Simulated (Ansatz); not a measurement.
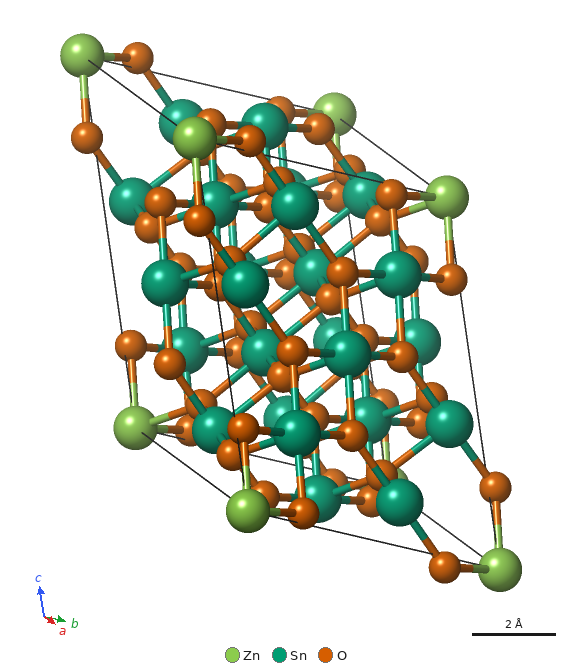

The crystal in a ball-and-stick representation, seen slightly off an axis. Thin lines show the simulation cell, with boundary atoms drawn in all their periodic places. Cell: a = 9.410 Å, b = 9.410 Å, c = 9.410 Å, α = 93.02°, β = 118.26°, γ = 118.29°.

The material is ZnSn15O32. Atoms per cell: 48 (1 Zn, 15 Sn, 32 O). About every Zn there are six O in a distorted octahedral arrangement at about 2.1 Å. About every Sn there are six O in a distorted octahedral arrangement at about 2.0 to 2.1 Å. The bonds build a three-dimensional framework.

The structure comes from a structure listed in the Materials Project, repeated into a supercell with a point defect put in. The atoms were relaxed in a fixed cell with DFT PBE, scalar-relativistic, plane waves, PAW (Ansatz).
